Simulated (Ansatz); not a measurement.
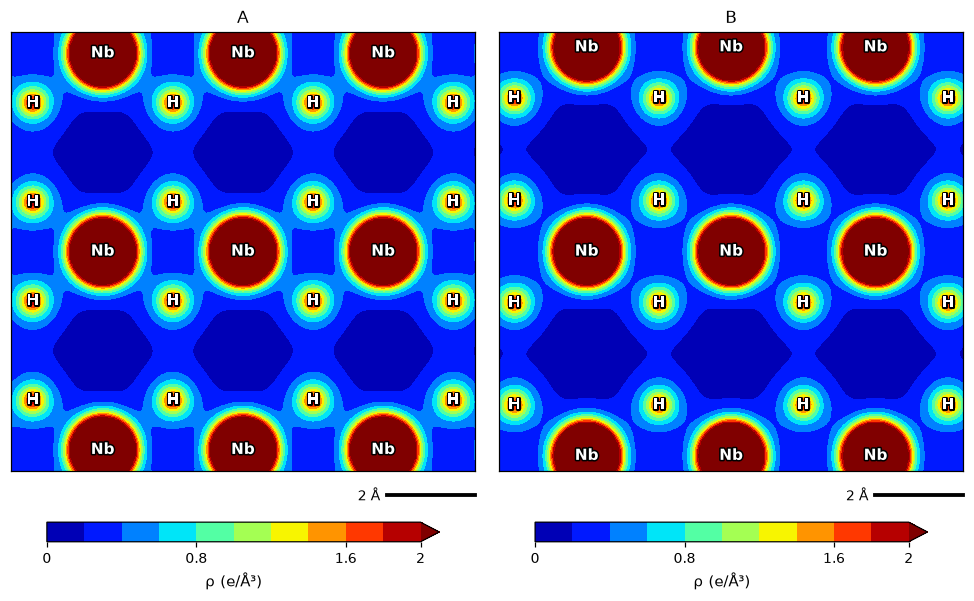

NbH$_{2}$. The valence charge density (pseudo) of two cells that differ in size, on the (010) plane of each (indices in the axes of the calculation cell), at one length scale and on one colour scale: B has 8.4 Å³ an atom and A 7.7.

Space group Fm-3m.

All numbers below come from Ansatz, DFT PBEsol, scalar-relativistic, plane waves, PAW.

The larger cell:

```xyz
6
Lattice="2.3267 2.3267 0.0000 -2.3267 2.3267 0.0000 0.0000 0.0000 4.6535" Properties=species:S:1:pos:R:3 pbc="T T T"
Nb    0.0000    0.0000    0.0000
Nb    0.0000    2.3267    2.3267
H    -1.1634    1.1634    3.4901
H     1.1634    1.1634    3.4901
H     1.1634    1.1634    1.1634
H    -1.1634    1.1634    1.1634
```

The smaller cell: a = 3.195 Å, b = 3.195 Å, c = 4.518 Å, α = 90.00°, β = 90.00°, γ = 90.00°.

> What does the compression do to the bonding and the properties?

From the larger cell to the smaller, Nb–H goes from 2.02 to 1.96 Å, and the density at its midpoint from 0.61 to 0.71 e/Å³; the pressure goes from −14 to 0.0 GPa.
